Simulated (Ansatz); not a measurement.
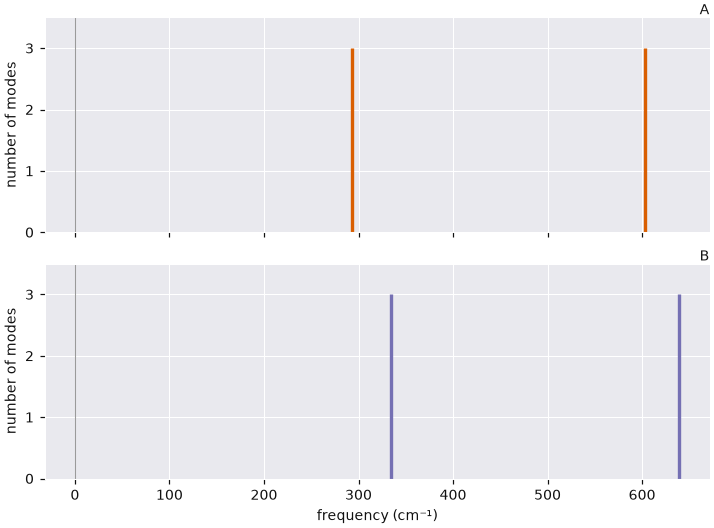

The figure compares two calculations of the zone-centre optical phonon frequencies (the three acoustic modes are left out). The first is for ZrO₂, space group Fm-3m (No. 225).

The given structure:
```
CELL_PARAMETERS angstrom
0.00000 2.46334 2.46334
2.46334 0.00000 2.46334
2.46334 2.46334 0.00000
ATOMIC_POSITIONS crystal
Zr 0.00000 0.00000 0.00000
O 0.25000 0.25000 0.25000
O 0.75000 0.75000 0.75000
```

How it was computed, with Ansatz 0.2.0: harmonic phonon frequencies at the zone centre with atoms at rest in the given cell, without the long-range term of polar modes, the three translations left out, imaginary frequencies are negative; plane waves with PAW datasets, Γ-centred k mesh. Level: PBEsol, no spin polarisation.

wave cutoff 420 eV; k mesh 8×8×8; occupations fixed; pressure 25 GPa; phonon method linear response.

In the second, the cell is expanded by 4.0 % in volume, to 10.37 Å³/atom, with shape and atoms relaxed (pressure 12 GPa against 25).

Q: Which of A and B is the second calculation, and what did the change do?

A: A. The highest mode falls from 639.5 to 603.4 cm⁻¹ (−5.6 %) and the lowest optical mode falls from 334.9 to 293.4 cm⁻¹ (−12 %). The shift of the highest mode amounts to a Grüneisen parameter of 1.47.
